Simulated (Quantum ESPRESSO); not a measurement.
## Geometry relaxation, with input and output: NiO (part 3 of 4)

NiO (2 atoms in the cell); Kohn-Sham DFT of a periodic cell, PBE with XDM, JTH 2.0 PBE, spin-polarised (Quantum ESPRESSO 7.5); cutoff 680.28 eV, 4×4×4 k-mesh, fermi-dirac of 0.1 eV, collinear spins. The structure derives from an entry of the Crystallography Open Database.

Geometry of the input (Å; fractional positions):
```
0.0000  2.0859  2.0859
2.0859  0.0000  2.0859
2.0859  2.0859  0.0000
Ni 0.0055  -0.0251  0.0181
O  0.5168  0.5086  0.4568
```

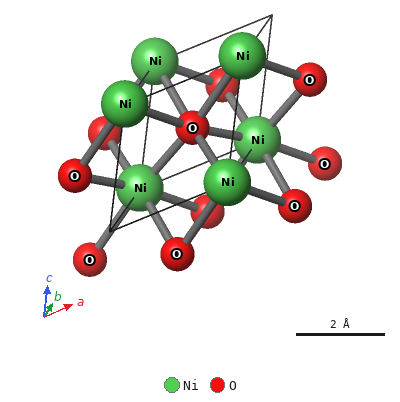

**Figure 1.** The input geometry (ball-and-stick view of the cell of the calculation, seen slightly off an axis; bonded neighbours outside the cell are drawn too). An atom can appear more than once, as a periodic image.

What the program printed, continued:
```
+ van der Waals energies, forces and stresses (Ry,bohr)
  Evdw(total,Ry)   =  -5.023045515554E-02
  Evdw(C6,Ry)      =  -2.568192826998E-02
  Evdw(C8,Ry)      =  -1.387732028466E-02
  Evdw(C10,Ry)     =  -1.067120660090E-02
  Fvdw (001,Ry/bohr) =   3.949038376081E-07  -6.668917570488E-08  -1.222308988890E-07
  Fvdw (002,Ry/bohr) =  -3.949038375962E-07   6.668917569222E-08   1.222308988798E-07
  sigma_vdw (Ry/bohr**3) =  -4.002596448616E-04  -2.033212168752E-10  -2.081743001002E-10
                            -2.033212168752E-10  -4.002596157563E-04  -1.957739445165E-10
                            -2.081743001002E-10  -1.957739445165E-10  -4.002596176136E-04
  sigma_vdw (GPa) =  -5.888022647078E+00  -2.990958356561E-06  -3.062349675431E-06
                     -2.990958356561E-06  -5.888022218924E+00  -2.879934147296E-06
                     -3.062349675431E-06  -2.879934147296E-06  -5.888022246247E+00

!    total energy              =    -470.78038208 Ry
     total all-electron energy =      -470.780382 Ry
     estimated scf accuracy    <          1.4E-11 Ry
     smearing contrib. (-TS)   =      -0.00238636 Ry
     internal energy E=F+TS    =    -470.77799572 Ry

     The total energy is F=E-TS. E is the sum of the following terms:
     one-electron contribution =    -211.04979449 Ry
     hartree contribution      =      95.01420573 Ry
     xc contribution           =     -37.62542463 Ry
     ewald contribution        =    -239.22328129 Ry
     Dispersion XDM Correction =      -0.05023046 Ry
     one-center paw contrib.   =     -77.84347059 Ry

     total magnetization       =     1.43 Bohr mag/cell
     absolute magnetization    =     1.43 Bohr mag/cell

     convergence has been achieved in  10 iterations

     Forces acting on atoms (cartesian axes, Ry/au):

     atom    1 type  1   force =    -0.00026267    0.00003654    0.00008114
     atom    2 type  2   force =     0.00026267   -0.00003654   -0.00008114

     Total force =     0.000392     Total SCF correction =     0.000014
     Energy error            =      2.8E-04 Ry
     Gradient error          =      2.6E-04 Ry/Bohr

     number of scf cycles    =   5
     number of bfgs steps    =   4

     energy             old  =    -470.7800982361 Ry
     energy             new  =    -470.7803820825 Ry

     CASE: energy            _new < energy            _old

     new trust radius        =       0.0007027938 bohr
     new conv_thr            =            4.0E-12 Ry

ATOMIC_POSITIONS (crystal)
Ni               0.0109793051       -0.0080390504       -0.0125414492
O                0.5113096949        0.4916200504        0.4874004492

     NEW-OLD atomic charge density approx. for the potential
     Generating pointlists ...

     Self-consistent Calculation

     iteration #  1     ecut=    50.00 Ry     beta= 0.30
     Davidson diagonalization with overlap
     ethr =  1.00E-06,  avg # of iterations =  2.0

     Threshold (ethr) on eigenvalues was too large:
     Diagonalizing with lowered threshold

     Davidson diagonalization with overlap
     ethr =  4.64E-10,  avg # of iterations =  3.8

     total energy              =    -470.73015177 Ry
     estimated scf accuracy    <       0.00000009 Ry

     total magnetization       =     1.43 Bohr mag/cell
     absolute magnetization    =     1.43 Bohr mag/cell

     iteration #  2     ecut=    50.00 Ry     beta= 0.30
     Davidson diagonalization with overlap
     ethr =  3.95E-10,  avg # of iterations =  1.0

     total energy              =    -470.73015181 Ry
     estimated scf accuracy    <       0.00000004 Ry

     total magnetization       =     1.43 Bohr mag/cell
     absolute magnetization    =     1.43 Bohr mag/cell

     iteration #  3     ecut=    50.00 Ry     beta= 0.30
     Davidson diagonalization with overlap
     ethr =  1.68E-10,  avg # of iterations =  1.9

     total energy              =    -470.73015181 Ry
     estimated scf accuracy    <          3.7E-09 Ry

     total magnetization       =     1.43 Bohr mag/cell
     absolute magnetization    =     1.43 Bohr mag/cell

     iteration #  4     ecut=    50.00 Ry     beta= 0.30
     Davidson diagonalization with overlap
     ethr =  1.54E-11,  avg # of iterations =  1.5

     total energy              =    -470.73015181 Ry
     estimated scf accuracy    <          8.6E-10 Ry

     total magnetization       =     1.43 Bohr mag/cell
     absolute magnetization    =     1.43 Bohr mag/cell

     iteration #  5     ecut=    50.00 Ry     beta= 0.30
     Davidson diagonalization with overlap
     ethr =  3.59E-12,  avg # of iterations =  2.0

     total energy              =    -470.73015181 Ry
     estimated scf accuracy    <          2.3E-11 Ry

     total magnetization       =     1.43 Bohr mag/cell
     absolute magnetization    =     1.43 Bohr mag/cell

     iteration #  6     ecut=    50.00 Ry     beta= 0.30
     Davidson diagonalization with overlap
     ethr =  1.00E-13,  avg # of iterations =  2.0

     total energy              =    -470.73015181 Ry
     estimated scf accuracy    <          5.5E-12 Ry

     total magnetization       =     1.43 Bohr mag/cell
     absolute magnetization    =     1.43 Bohr mag/cell

     iteration #  7     ecut=    50.00 Ry     beta= 0.30
     Davidson diagonalization with overlap
     ethr =  1.00E-13,  avg # of iterations =  1.0

     Magnetic moment per site  (integrated on atomic sphere of radius R)
     atom   1 (R=0.278)  charge= 15.4470  magn=  1.1629
     atom   2 (R=0.278)  charge=  5.4201  magn=  0.1962

     End of self-consistent calculation

 ------ SPIN UP ------------

          k = 0.0000 0.0000 0.0000 (   725 PWs)   bands (ev):

   -88.6732 -49.0574 -49.0563 -49.0563  -5.0847  12.2992  12.2993  12.2993
    12.6166  12.6181  12.9629  12.9629  12.9631  16.9049  33.1726  34.2670
    34.2670  34.2671  37.7704  37.7708  37.7708  41.1424

          k = 0.1768 0.1768-0.1768 (   745 PWs)   bands (ev):

   -88.6718 -49.0732 -49.0606 -49.0599  -4.4518   9.1646  10.3698  10.3703
    13.2970  13.2971  13.6262  14.8088  14.8096  19.6265  27.5724  31.7174
    31.7175  35.8015  37.5795  37.5796  43.5361  46.2509

          k =-0.3536-0.3536 0.3536 (   718 PWs)   bands (ev):

   -88.6704 -49.0864 -49.0614 -49.0607  -3.6959   7.1032   9.5529   9.5535
    13.7029  13.7029  14.1929  15.8866  15.8874  20.9655  25.3601  29.4231
    29.4232  36.7056  41.0766  41.0766  41.9882  44.0554

          k = 0.3536 0.0000 0.0000 (   729 PWs)   bands (ev):

   -88.6713 -49.0713 -49.0634 -49.0623  -4.3205   8.7490  11.2242  11.2242
    12.4968  12.7936  14.0398  14.0399  14.0706  20.7511  28.5179  28.9321
    31.9220  31.9222  42.5640  43.1907  44.5866  44.5869

          k =-0.1768-0.5303 0.5303 (   735 PWs)   bands (ev):

   -88.6699 -49.0819 -49.0691 -49.0661  -3.6813   8.1315   9.4836  10.0751
    13.0853  13.7814  14.0873  14.5313  14.6481  22.8557  25.1483  27.0397
    30.8740  34.5032  41.9463  43.6452  44.4597  46.0295

          k = 0.0000-0.3536 0.3536 (   742 PWs)   bands (ev):

   -88.6704 -49.0801 -49.0698 -49.0623  -3.8283   8.0856   9.6754   9.8024
    13.3485  13.5350  14.1252  14.1449  15.7600  22.3893  26.3260  26.4736
    30.7757  37.0749  38.8020  40.7007  44.5579  47.0172

          k =-0.7071 0.0000 0.0000 (   740 PWs)   bands (ev):

   -88.6694 -49.0842 -49.0704 -49.0693  -3.6532   8.4014  11.0053  11.0054
    12.0466  12.9730  13.5282  14.0110  14.0112  21.5424  25.9332  27.6425
    32.0233  32.0235  43.8523  47.0675  47.6608  47.9388

          k =-0.7071 0.3536 0.0000 (   724 PWs)   bands (ev):

   -88.6694 -49.0770 -49.0760 -49.0680  -3.5396   9.1780   9.1781   9.3921
    13.3909  13.6986  13.6988  14.0120  14.4251  23.8811  26.0549  26.0549
    28.8494  37.4807  37.4808  45.4896  46.7288  48.0230

          k =-0.1768-0.1768-0.1768 (   745 PWs)   bands (ev):

   -88.6718 -49.0732 -49.0606 -49.0599  -4.4518   9.1646  10.3698  10.3703
    13.2970  13.2971  13.6262  14.8088  14.8096  19.6265  27.5724  31.7174
    31.7175  35.8015  37.5795  37.5796  43.5361  46.2511

          k =-0.1768 0.1768 0.1768 (   745 PWs)   bands (ev):

   -88.6718 -49.0732 -49.0606 -49.0599  -4.4518   9.1646  10.3698  10.3703
    13.2970  13.2971  13.6262  14.8088  14.8096  19.6265  27.5724  31.7174
    31.7175  35.8015  37.5795  37.5796  43.5361  46.2509

          k = 0.1768-0.1768 0.1768 (   745 PWs)   bands (ev):

   -88.6718 -49.0732 -49.0606 -49.0599  -4.4518   9.1646  10.3698  10.3703
    13.2970  13.2971  13.6262  14.8088  14.8096  19.6265  27.5724  31.7174
    31.7175  35.8015  37.5795  37.5796  43.5361  46.2509

          k = 0.3536 0.3536 0.3536 (   718 PWs)   bands (ev):

   -88.6704 -49.0864 -49.0614 -49.0607  -3.6959   7.1032   9.5529   9.5535
    13.7029  13.7029  14.1929  15.8866  15.8874  20.9655  25.3601  29.4231
    29.4232  36.7056  41.0766  41.0766  41.9882  44.0555

          k = 0.3536-0.3536-0.3536 (   718 PWs)   bands (ev):

   -88.6704 -49.0864 -49.0614 -49.0607  -3.6959   7.1032   9.5529   9.5535
    13.7029  13.7029  14.1929  15.8866  15.8874  20.9655  25.3601  29.4231
    29.4232  36.7056  41.0766  41.0766  41.9882  44.0554

          k =-0.3536 0.3536-0.3536 (   718 PWs)   bands (ev):

   -88.6704 -49.0864 -49.0614 -49.0607  -3.6959   7.1032   9.5529   9.5535
    13.7029  13.7029  14.1929  15.8866  15.8874  20.9655  25.3601  29.4231
    29.4232  36.7056  41.0766  41.0766  41.9882  44.0554

          k = 0.0000 0.3536-0.0000 (   729 PWs)   bands (ev):

   -88.6713 -49.0713 -49.0634 -49.0623  -4.3205   8.7490  11.2242  11.2242
    12.4968  12.7936  14.0398  14.0399  14.0706  20.7511  28.5179  28.9321
    31.9220  31.9222  42.5641  43.1907  44.5866  44.5869

          k =-0.0000 0.0000 0.3536 (   729 PWs)   bands (ev):

   -88.6713 -49.0724 -49.0623 -49.0623  -4.3205   8.7487  11.2242  11.2242
    12.4970  12.7947  14.0397  14.0398  14.0698  20.7512  28.5177  28.9322
    31.9221  31.9221  42.5643  43.1908  44.5869  44.5869

          k = 0.1768 0.5303 0.5303 (   735 PWs)   bands (ev):

   -88.6699 -49.0819 -49.0691 -49.0661  -3.6813   8.1315   9.4836  10.0751
    13.0853  13.7814  14.0873  14.5313  14.6481  22.8557  25.1483  27.0397
    30.8740  34.5032  41.9463  43.6452  44.4597  46.0295

          k = 0.1768-0.5303-0.5303 (   735 PWs)   bands (ev):

   -88.6699 -49.0819 -49.0691 -49.0661  -3.6813   8.1315   9.4836  10.0751
    13.0853  13.7814  14.0873  14.5313  14.6481  22.8557  25.1483  27.0397
    30.8740  34.5032  41.9463  43.6452  44.4597  46.0295

          k =-0.1768 0.5303-0.5303 (   735 PWs)   bands (ev):

   -88.6699 -49.0819 -49.0691 -49.0661  -3.6813   8.1315   9.4836  10.0751
    13.0853  13.7814  14.0873  14.5313  14.6481  22.8557  25.1483  27.0397
    30.8740  34.5032  41.9463  43.6452  44.4597  46.0295

          k =-0.5303-0.1768-0.5303 (   735 PWs)   bands (ev):

   -88.6699 -49.0819 -49.0691 -49.0661  -3.6813   8.1315   9.4836  10.0751
    13.0853  13.7814  14.0873  14.5313  14.6480  22.8557  25.1483  27.0397
    30.8740  34.5032  41.9463  43.6452  44.4597  46.0295

          k = 0.5303 0.1768-0.5303 (   735 PWs)   bands (ev):

   -88.6699 -49.0819 -49.0691 -49.0661  -3.6813   8.1315   9.4836  10.0751
    13.0853  13.7813  14.0873  14.5313  14.6480  22.8557  25.1483  27.0397
    30.8740  34.5032  41.9463  43.6452  44.4597  46.0295

          k =-0.5303 0.1768 0.5303 (   735 PWs)   bands (ev):

   -88.6699 -49.0819 -49.0691 -49.0661  -3.6813   8.1315   9.4836  10.0751
    13.0853  13.7814  14.0873  14.5313  14.6480  22.8557  25.1483  27.0397
    30.8740  34.5032  41.9463  43.6452  44.4597  46.0295

          k = 0.5303-0.1768 0.5303 (   735 PWs)   bands (ev):

   -88.6699 -49.0819 -49.0691 -49.0661  -3.6813   8.1315   9.4836  10.0751
    13.0853  13.7814  14.0873  14.5313  14.6480  22.8557  25.1483  27.0397
    30.8740  34.5032  41.9463  43.6452  44.4597  46.0295

          k = 0.5303 0.5303-0.1768 (   735 PWs)   bands (ev):

   -88.6699 -49.0824 -49.0691 -49.0656  -3.6813   8.1314   9.4834  10.0754
    13.0853  13.7815  14.0872  14.5306  14.6486  22.8558  25.1482  27.0397
    30.8741  34.5032  41.9462  43.6450  44.4595  46.0297

          k =-0.5303 0.5303 0.1768 (   735 PWs)   bands (ev):

   -88.6699 -49.0824 -49.0691 -49.0656  -3.6813   8.1314   9.4834  10.0754
    13.0853  13.7815  14.0872  14.5306  14.6486  22.8558  25.1482  27.0397
    30.8740  34.5032  41.9462  43.6450  44.4595  46.0297

          k = 0.5303-0.5303 0.1768 (   735 PWs)   bands (ev):

   -88.6699 -49.0824 -49.0691 -49.0656  -3.6813   8.1314   9.4834  10.0754
    13.0853  13.7815  14.0872  14.5306  14.6486  22.8558  25.1482  27.0397
    30.8740  34.5032  41.9462  43.6450  44.4595  46.0297

          k =-0.5303-0.5303-0.1768 (   735 PWs)   bands (ev):

   -88.6699 -49.0824 -49.0691 -49.0656  -3.6813   8.1314   9.4834  10.0754
    13.0853  13.7815  14.0872  14.5306  14.6486  22.8558  25.1482  27.0397
    30.8741  34.5032  41.9462  43.6450  44.4595  46.0297

          k =-0.0000 0.3536 0.3536 (   742 PWs)   bands (ev):

   -88.6704 -49.0801 -49.0698 -49.0623  -3.8283   8.0856   9.6754   9.8024
    13.3485  13.5350  14.1252  14.1449  15.7600  22.3893  26.3260  26.4736
    30.7757  37.0749  38.8020  40.7007  44.5579  47.0173

          k =-0.3536-0.0000-0.3536 (   742 PWs)   bands (ev):

   -88.6704 -49.0801 -49.0698 -49.0623  -3.8283   8.0856   9.6754   9.8024
    13.3486  13.5350  14.1253  14.1448  15.7600  22.3893  26.3260  26.4736
    30.7758  37.0749  38.8020  40.7007  44.5579  47.0173

          k = 0.3536-0.0000-0.3536 (   742 PWs)   bands (ev):

   -88.6704 -49.0801 -49.0698 -49.0623  -3.8283   8.0856   9.6754   9.8024
    13.3486  13.5350  14.1253  14.1448  15.7600  22.3893  26.3260  26.4736
    30.7758  37.0749  38.8020  40.7006  44.5579  47.0172

          k = 0.3536 0.3536-0.0000 (   742 PWs)   bands (ev):

   -88.6704 -49.0795 -49.0709 -49.0618  -3.8283   8.0856   9.6759   9.8024
    13.3477  13.5349  14.1253  14.1447  15.7607  22.3893  26.3260  26.4735
    30.7759  37.0748  38.8020  40.7004  44.5580  47.0172

          k =-0.3536 0.3536-0.0000 (   742 PWs)   bands (ev):

   -88.6704 -49.0795 -49.0709 -49.0618  -3.8283   8.0856   9.6759   9.8024
    13.3477  13.5349  14.1253  14.1447  15.7607  22.3893  26.3260  26.4735
    30.7759  37.0749  38.8020  40.7004  44.5580  47.0173

          k =-0.0000-0.7071 0.0000 (   740 PWs)   bands (ev):

   -88.6694 -49.0842 -49.0704 -49.0693  -3.6532   8.4014  11.0053  11.0054
    12.0466  12.9730  13.5282  14.0111  14.0112  21.5423  25.9331  27.6425
    32.0233  32.0235  43.8523  47.0676  47.6608  47.9388

          k = 0.0000-0.0000-0.7071 (   740 PWs)   bands (ev):

   -88.6694 -49.0853 -49.0693 -49.0693  -3.6532   8.4013  11.0054  11.0054
    12.0468  12.9741  13.5271  14.0110  14.0111  21.5424  25.9331  27.6426
    32.0234  32.0234  43.8519  47.0675  47.6611  47.9388

          k = 0.3536-0.7071 0.0000 (   724 PWs)   bands (ev):

   -88.6694 -49.0770 -49.0759 -49.0680  -3.5396   9.1780   9.1781   9.3921
    13.3909  13.6986  13.6988  14.0120  14.4251  23.8811  26.0549  26.0549
    28.8494  37.4807  37.4808  45.4896  46.7288  48.0230

          k = 0.7071-0.0000 0.3536 (   724 PWs)   bands (ev):

   -88.6694 -49.0760 -49.0759 -49.0691  -3.5396   9.1781   9.1781   9.3918
    13.3920  13.6986  13.6986  14.0121  14.4243  23.8812  26.0549  26.0549
    28.8491  37.4809  37.4809  45.4898  46.7289  48.0230

 ------ SPIN DOWN ----------

          k = 0.0000 0.0000 0.0000 (   725 PWs)   bands (ev):

   -87.1671 -47.5874 -47.5874 -47.5874  -4.7740  12.6537  12.6538  12.6538
    13.6392  13.6392  13.6410  14.7434  14.7452  17.1917  33.1360  34.4615
    34.4615  34.4621  38.1865  38.1865  38.1867  41.7047

          k = 0.1768 0.1768-0.1768 (   745 PWs)   bands (ev):

   -87.1656 -47.6053 -47.5912 -47.5911  -4.1283   9.4857  11.2073  11.2077
    14.1204  14.1217  14.2825  16.3805  16.3820  19.9275  27.8027  32.0091
    32.0093  36.0274  37.8698  37.8701  43.7035  46.7511

          k =-0.3536-0.3536 0.3536 (   718 PWs)   bands (ev):

   -87.1641 -47.6198 -47.5923 -47.5922  -3.3539   7.3822  10.4063  10.4067
    14.5426  14.5439  14.8974  17.5249  17.5264  21.1167  25.7703  29.6691
    29.6692  36.9720  41.3607  41.3611  42.1751  44.2826

          k = 0.3536 0.0000 0.0000 (   729 PWs)   bands (ev):

   -87.1651 -47.6037 -47.5940 -47.5939  -3.9887   9.3077  11.5969  11.5972
    13.1246  14.7286  14.7304  14.9591  15.8809  21.2261  28.8590  29.1082
    32.1841  32.1843  43.0451  43.2224  44.9291  44.9293

          k =-0.1768-0.5303 0.5303 (   735 PWs)   bands (ev):

   -87.1636 -47.6150 -47.6009 -47.5974  -3.3253   8.4335  10.0176  10.7916
    13.8404  14.6578  14.8266  16.3521  16.3636  23.2025  25.4642  27.2907
    31.1661  34.7692  42.1412  43.9259  44.7026  46.3812

          k = 0.0000-0.3536 0.3536 (   742 PWs)   bands (ev):

   -87.1641 -47.6125 -47.6020 -47.5933  -3.4837   8.4776  10.1368  10.5634
    14.2525  14.6491  14.7924  15.6232  17.4745  22.7075  26.6772  26.6968
    31.0950  37.2144  39.0807  40.9686  44.7806  47.4676

          k =-0.7071 0.0000 0.0000 (   740 PWs)   bands (ev):
```
